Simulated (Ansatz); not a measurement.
**Run report: CaF₂, single-point calculation (part 2 of 2)**

The same run, continued: CaF₂ (slab, 24 atoms in the cell); DFT PBE+D3(BJ), scalar-relativistic, plane waves, PAW, no spin polarisation (Ansatz 0.2.0); cutoff 420 eV, 2×3×1 k-mesh, Gaussian smearing of 0.05 eV. The structure derives from an entry of the Crystallography Open Database. It belongs to a series of runs on one base structure; here: the slab at its places in the relaxed adsorbed structure.

**Output, continued**
```
  k-point 2: bands = ["-40.6696", "-40.6681", "-40.5036", "-40.1347", "-39.9359", "-39.7959", "-39.7146", "-39.6531", "-24.1307", "-24.0827", "-23.8735", "-23.8266", "-23.7421", "-23.7100", "-23.5844", "-23.3482", "-23.3294", "-23.2318", "-23.2193", "-23.1698", "-23.0692", "-22.7270", "-22.7178", "-22.3431", "-21.6809", "-21.6782", "-21.5106", "-21.4167", "-21.4069", "-21.3000", "-21.2888", "-21.2871", "-21.2028", "-21.1641", "-20.9927", "-20.9255", "-20.8007", "-20.7325", "-20.7030", "-20.6794", "-20.6339", "-20.5669", "-20.4444", "-20.4333", "-20.4233", "-20.3710", "-20.3561", "-20.3518", "-6.1624", "-6.1235", "-5.9049", "-5.8852", "-5.8498", "-5.8327", "-5.7270", "-5.7116", "-5.6092", "-5.5614", "-5.5405", "-5.4888", "-5.4650", "-5.2007", "-5.1691", "-5.1574", "-5.1016", "-5.0461", "-4.9878", "-4.9696", "-4.9208", "-4.8817", "-4.8346", "-4.8097", "-4.5765", "-4.4939", "-4.4538", "-4.4108", "-4.3467", "-4.3084", "-4.2714", "-4.2215", "-4.1416", "-4.0984", "-4.0903", "-4.0889", "-4.0401", "-4.0304", "-3.9089", "-3.9062", "-3.8910", "-3.8427", "-3.8304", "-3.5959", "-3.5740", "-3.2546", "-3.2432", "-2.9712", "2.3674", "2.3699", "2.8164", "3.0045", "3.6264", "3.6286", "4.2508", "4.2818", "4.3003", "4.3884", "4.3927", "4.4086", "4.4446", "4.4719", "4.6204", "4.7176", "4.8080", "4.8257", "4.8323", "4.8580", "4.9828", "5.0501", "5.1381", "5.3509"]
  k-point 3: bands = ["-40.6695", "-40.6681", "-40.5035", "-40.1343", "-39.9360", "-39.7956", "-39.7149", "-39.6533", "-24.0640", "-24.0167", "-23.9250", "-23.8828", "-23.6543", "-23.6275", "-23.5385", "-23.4404", "-23.4331", "-23.1865", "-23.1634", "-23.1381", "-23.1276", "-22.8647", "-22.8535", "-22.4058", "-21.6566", "-21.6538", "-21.4768", "-21.4266", "-21.4234", "-21.3102", "-21.2369", "-21.2356", "-21.1864", "-21.0820", "-20.9904", "-20.8712", "-20.7888", "-20.7308", "-20.6817", "-20.6551", "-20.6037", "-20.5719", "-20.4750", "-20.4632", "-20.4384", "-20.4201", "-20.3912", "-20.3812", "-5.8319", "-5.8208", "-5.7948", "-5.7761", "-5.7528", "-5.7369", "-5.6180", "-5.6023", "-5.5627", "-5.5520", "-5.3288", "-5.3141", "-5.2252", "-5.1630", "-5.0900", "-5.0728", "-5.0672", "-5.0018", "-4.9395", "-4.8851", "-4.8455", "-4.8326", "-4.7989", "-4.7367", "-4.7224", "-4.6828", "-4.5303", "-4.5005", "-4.4709", "-4.4206", "-4.3682", "-4.3581", "-4.2883", "-4.1742", "-4.1644", "-4.1117", "-4.0590", "-4.0484", "-4.0178", "-4.0111", "-3.9998", "-3.9388", "-3.9273", "-3.7911", "-3.6925", "-3.6776", "-3.6343", "-3.3548", "2.7785", "2.7803", "3.2342", "3.4334", "4.0490", "4.0525", "4.2015", "4.2033", "4.3038", "4.4902", "4.5126", "4.5477", "4.5961", "4.7161", "4.7663", "4.7859", "4.8542", "4.8781", "5.0570", "5.1959", "5.2130", "5.2324", "5.2569", "5.3363"]
```

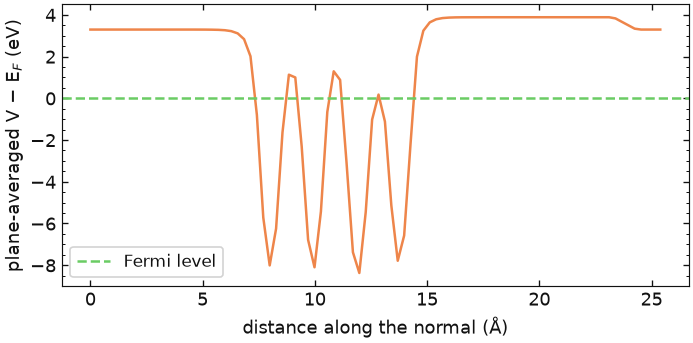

*Plane average of the electrostatic potential energy of an electron across the cell, from the Fermi level.*

The vacuum level lies 3.89 eV above the Fermi level on the upper side and 3.29 eV on the lower.

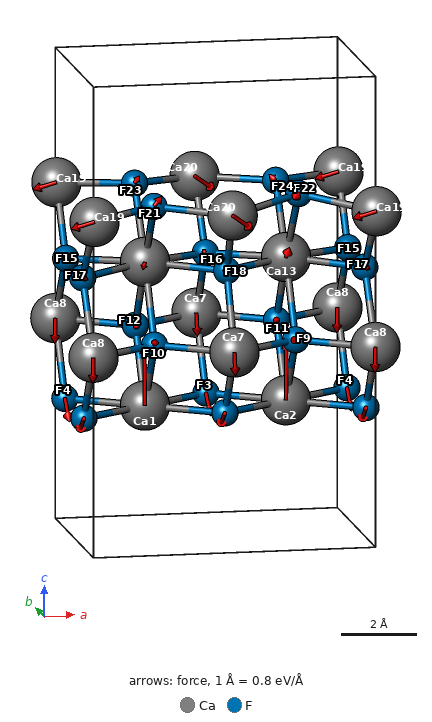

*Forces on the atoms as red arrows (ball-and-stick view of the cell of the calculation, with the vacuum cut short, seen slightly off an axis; atoms are numbered from 1 in the order of the input); the smallest are left out.*

The largest act on Ca1, Ca2 (1.34 eV/Å); F4 (0.70 eV/Å); F6 (0.69 eV/Å); Ca20 (0.68 eV/Å), among others. The geometry is not a stationary point of this energy.

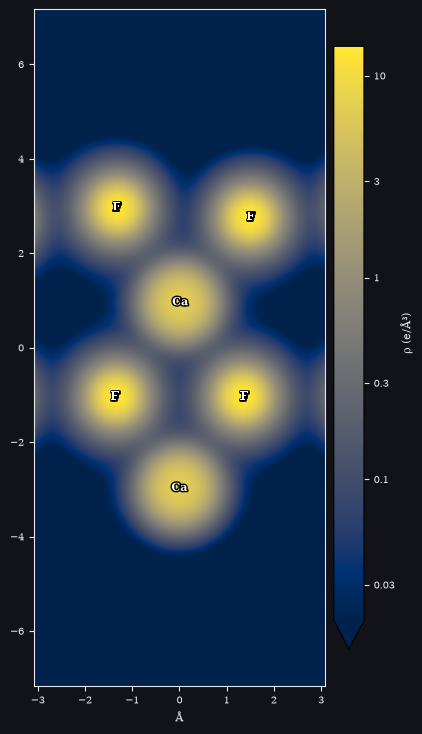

*Valence electron density on the (100) plane of the calculation cell, a cut from vacuum to vacuum.*

Ca–F (2.37 Å): the density is about 0.22 e/Å³ at the midpoint. Ca–F (2.43 Å): the density is about 0.19 e/Å³ at the midpoint. Ca–F (2.43 Å): ρ at the midpoint is about 0.19 e/Å³. The density dies away to nearly zero in the vacuum. The fields are those of the smooth PAW valence density.

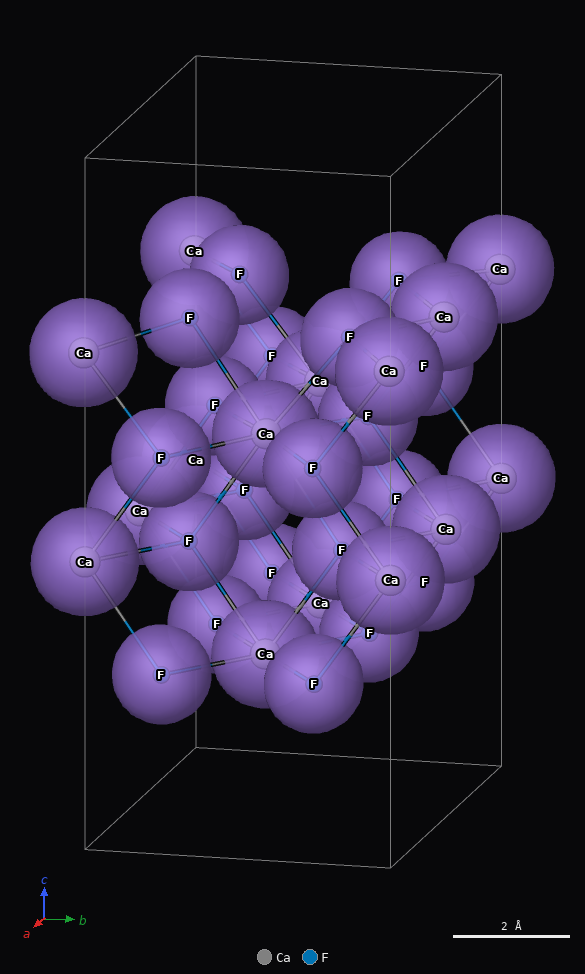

*Isosurface of the valence charge density (pseudo) at 0.5 e/Å³ (purple), seen slightly off an axis. Sticks mark near contacts.*

At this value the density breaks into separate islands; it holds about 80 % of the electrons treated as valence (semicore included). It is pinched off along the Ca–F (2.27 Å), Ca–F (2.32 Å), Ca–F (2.36 Å) and Ca–F (2.41 Å) contacts. On the grid the lowest density along these lines, outside the cores, is 0.28 e/Å³ (Ca–F, 2.27 Å), 0.25 e/Å³ (Ca–F, 2.32 Å), 0.22 e/Å³ (Ca–F, 2.36 Å) and 0.2 e/Å³ (Ca–F, 2.41 Å).

The run was set up as follows.

**Input**
```yaml
crystal:
  lattice:
    - [7.7347822766, 0.0, 0.0]
    - [0.0, 5.4693169988, 0.0]
    - [0.0, 0.0, 25.6721867075]
  atoms:
    - { symbol: Ca, position: [0.25, 0.5, 0.3116212924] }
    - { symbol: Ca, position: [0.75, 0.5, 0.3116212924] }
    - { symbol: F, position: [0.5, 0.75, 0.3116212924] }
    - { symbol: F, position: [0.0, 0.75, 0.3116212924] }
    - { symbol: F, position: [0.5, 0.25, 0.3116212924] }
    - { symbol: F, position: [0.0, 0.25, 0.3116212924] }
    - { symbol: Ca, position: [0.5, 0.0, 0.3869438814] }
    - { symbol: Ca, position: [0.0, 0.0, 0.3869438814] }
    - { symbol: F, position: [0.75, 0.25, 0.3869438814] }
    - { symbol: F, position: [0.25, 0.25, 0.3869438814] }
    - { symbol: F, position: [0.75, 0.75, 0.3869438814] }
    - { symbol: F, position: [0.25, 0.75, 0.3869438814] }
    - { symbol: Ca, position: [0.7505821493, 0.503020769, 0.4647804053] }
    - { symbol: Ca, position: [0.2498819111, 0.4960722455, 0.4656669115] }
    - { symbol: F, position: [0.0023883433, 0.746234269, 0.4616275158] }
    - { symbol: F, position: [0.4971344688, 0.7445958341, 0.4620151525] }
    - { symbol: F, position: [-0.0045920356, 0.2481014057, 0.4620646354] }
    - { symbol: F, position: [0.5058694814, 0.2460489546, 0.4639032472] }
    - { symbol: Ca, position: [0.0034508955, -0.003231214, 0.5324481208] }
    - { symbol: Ca, position: [0.4924146233, -0.0090234895, 0.5338800987] }
    - { symbol: F, position: [0.2458540028, 0.2324406856, 0.5362667056] }
    - { symbol: F, position: [0.7620088483, 0.257122794, 0.5430615725] }
    - { symbol: F, position: [0.2475334686, 0.7550054985, 0.538872486] }
    - { symbol: F, position: [0.7506363397, 0.7759305882, 0.5353294475] }
basis:
  ecutwfc: 420
kpoints:
  mp_grid: { grid: [2, 3, 1] }
hamiltonian:
  xc: pbe
  dispersion: d3bj
scf:
  occupations: { method: gaussian, width: 0.05 }
output:
  forces: true
  eigenvalues: true
  write_density: true
  volumetric_format: npy
efield:
  axis: 3
  dipole_correction: true
  ramp_width: 0.04
```

Command:
```bash
ansatz run input.yaml --threads 4 --pin off --max-ram 10240MiB --backend cpu --events-out ev --progress --plain --runs-dir out
```

**Results in brief**

| quantity | value |
| --- | --- |
| outcome | converged |
| electrons treated | 192 |
| free energy | −27517.5969 eV |
| work function, top face | 3.89 eV |
| work function, bottom face | 3.29 eV |
| Fermi energy | −0.591 eV |
| gap on the k-point mesh | 4.76 eV |
| work function (upper face) | 3.89 eV |
| largest force (length of the vector) | 1.341 eV/Å |
| hardware | 4 threads of Intel Xeon (Granite Rapids), 176 GiB of memory available, shared host |
| wall time | 17 s (CPU time 50 s) |
| peak memory | 2.1 GiB |
